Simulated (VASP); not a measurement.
```
Ba Zr O
1.0
     4.23495    0.00000    0.00000
     0.00000    4.23495    0.00000
     0.00000    0.00000    4.23495
Ba Zr O
1 1 3
Direct
  0.00000 0.00000 0.00000
  0.50000 0.50000 0.50000
  0.50000 0.50000 0.00000
  0.00000 0.50000 0.50000
  0.50000 0.00000 0.50000
```

Space group Pm-3m; a generated structure, not necessarily the stable one; computed pressure about −2 GPa in this cell.

These are results of Kohn-Sham DFT of a periodic cell, r2SCAN, VASP PAW PBE potentials, recommended (VASP 6.6.1), not measurements.

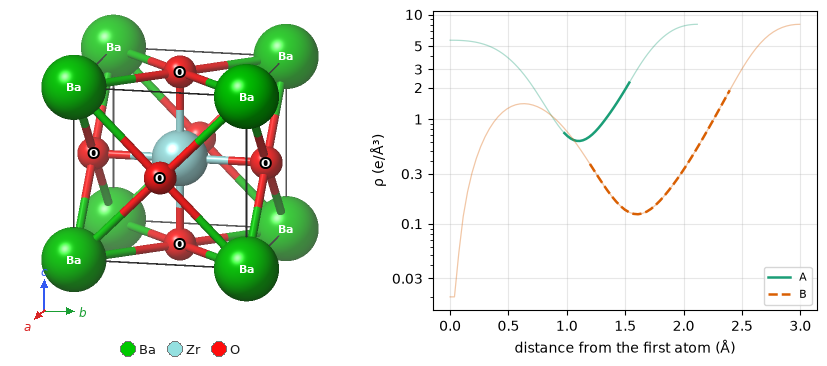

BaZrO3. Valence pseudo-density along straight lines between neighbouring atoms. Thin, pale parts lie inside the atomic spheres. The structure is drawn too.

Core electrons are frozen (PAW), and the valence fields are smoothed inside the atomic spheres.

**Which curve belongs to which contact (Ba–O and Zr–O)? The first atom named is at distance zero.**

Curve A: Zr–O (2.12 Å): ρ at the midpoint is about 0.63 e/Å³. Curve B: Ba–O (2.99 Å): ρ at the midpoint is about 0.14 e/Å³.
